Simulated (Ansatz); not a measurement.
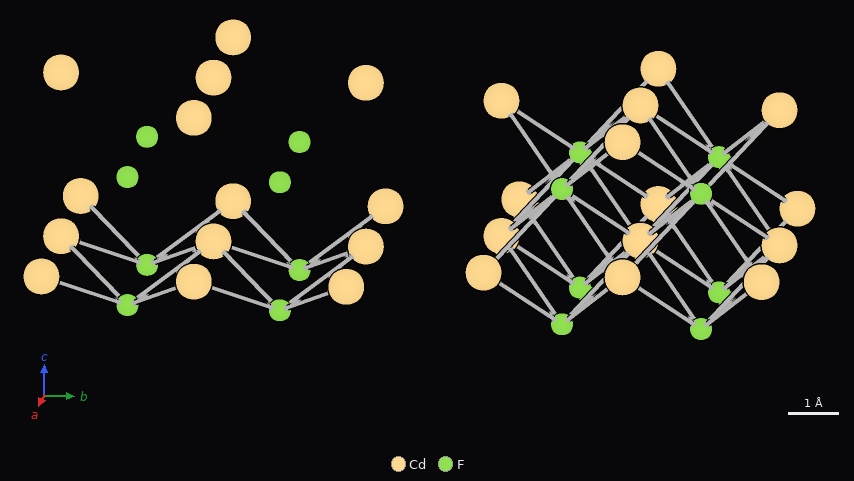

Two geometries of solid Cd2F3 (a generated structure, set up in P4/mmm) (coarse preliminary run), drawn at one scale. One is the start of a relaxation, the other its converged end. Style: ball-and-stick. Shown: the atoms within 4.2 Å of the atom that moves most (axes of the cell of the calculation), from a free direction.

Level of theory: DFT PBE, scalar-relativistic, plane waves, PAW in Ansatz 0.2.0. (plane-wave cutoff 420 eV; k-point mesh 6 × 6 × 2; occupations gaussian; smearing width 0.1 eV; no spin polarisation; cell and atoms relaxed; force threshold 0.04 eV/Å; at most 70 steps)

**Which one is relaxed?**

The left one is the relaxed one. Over 5 accepted moves (8 points after the start) the energy falls by 327 meV per atom. Largest force component: 3.2 eV/Å at the start, 0.0095 eV/Å at the end. The pressure goes from 15.99 to 0.17 GPa. The line search rejected the trial step at point 6 of the run. At 2 points the geometry stayed and the basis and grid were re-selected for the new cell (energy shift of 22.6 meV per atom at most each time). The largest moves relative to the cell, 0.25 Å, are those of Cd atoms. By element the largest moves are Cd 0.25 Å, F 0.24 Å. The volume changes by +24.2 %, with a = b 2.827 → 3.099 Å (+9.6 %), c 8.481 → 8.764 Å (+3.3 %). Among the contacts that change: Cd–Cd 2.827 → 3.424 Å, Cd–F 2.448 → 2.781 Å, Cd–Cd 2.827 → 3.099 Å, Cd–F 2.448 → 2.394 Å. Among the angles between lasting bonds that change: F–Cd–F 109.5° → 132.5°, Cd–F–Cd 109.5° → 132.5°, F–Cd–F 70.5° → 80.7°. The space group stays P4/mmm (No. 123).

Limits of the set-up: the k-point mesh is coarse for a cell with partly filled bands; an odd number of electrons was run without spin polarisation, which fails if the electron would localise.
